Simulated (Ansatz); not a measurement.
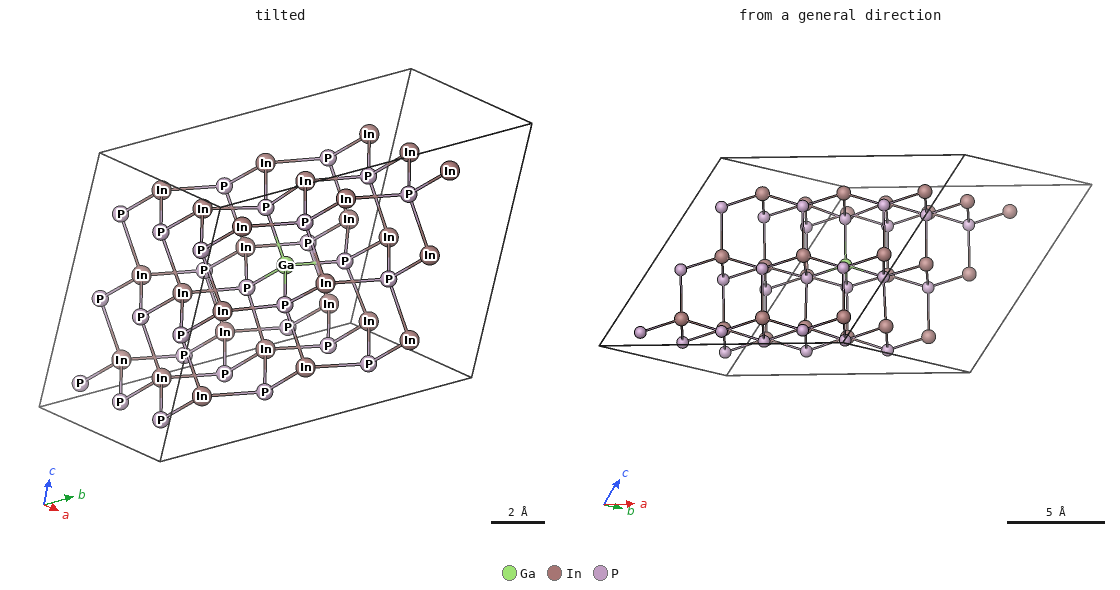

A ball-and-stick rendering, viewed slightly off an axis and from a general direction. The box is the supercell; atoms on or close to its faces, edges and corners are drawn wherever they repeat. The host is InP, in a cell of 54 sites, and the cell carries a charge of -1.

Describe the defect.

Answer. Gallium on an indium site (a substitutional impurity). It is bonded to four P in a tetrahedral arrangement at about 2.4 Å.

Method used: DFT PBE, scalar-relativistic, plane waves, PAW (Ansatz). It ran with an energy cutoff of 420 eV, a 1×1×1 grid in reciprocal space, Gaussian smearing of 0.02 eV, collinear spins.

Does the defect carry a magnetic moment?

Answer. No net moment.

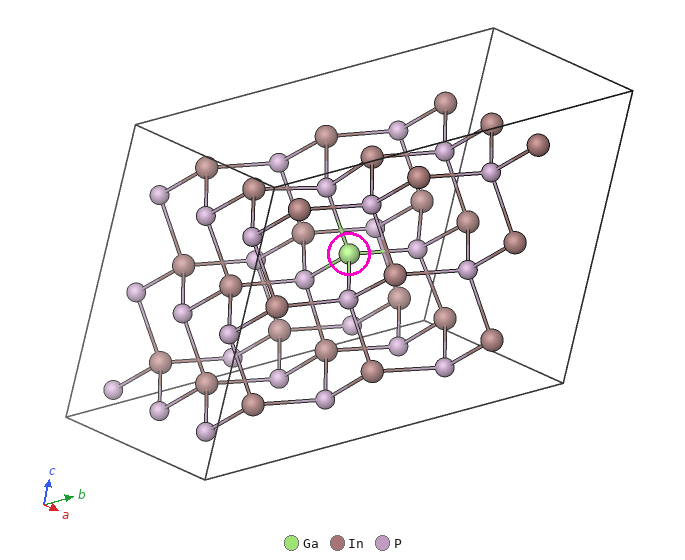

The same cell with a ring at the defect's site.

The atoms were relaxed in the host's cell with DFT PBE, scalar-relativistic, plane waves, PAW in Ansatz 0.2.0.
